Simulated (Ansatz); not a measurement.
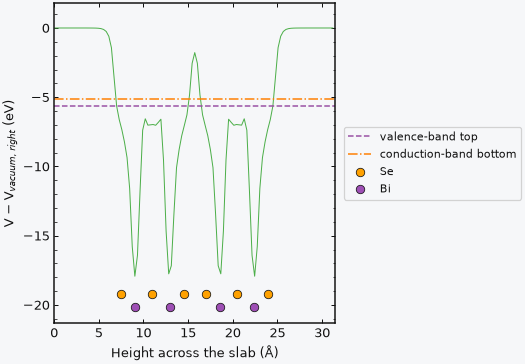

Plane-averaged electrostatic potential energy of an electron across the slab; circles at the bottom mark the heights of the atoms.

Calculation on a (001) slab cut from Bi$_{2}$Se$_{3}$ (R-3m), unrelaxed, ended by Se planes, 10 atoms in the cell.

Level of theory: DFT PBE+D3(BJ), scalar-relativistic, plane waves, PAW, no spin polarisation, 9×9×1 k mesh, 420 eV cutoff, Gaussian smearing of 0.05 eV; code Ansatz.

Q: What are the ionisation potential and the electron affinity of the slab?

A: From the vacuum level at the right face the ionisation potential is 5.64 eV and the electron affinity 5.13 eV; the left face gives the same. The slab's gap, their difference before rounding, is 0.51 eV. The two vacuum levels agree, so the slab has no net dipole along its normal.

Q: How thick are slab and vacuum?

A: The outermost atoms are 16.5 Å apart, which leaves 15.0 Å of vacuum in a cell 31.5 Å high.

Spin-orbit coupling is left out, which matters for Bi.
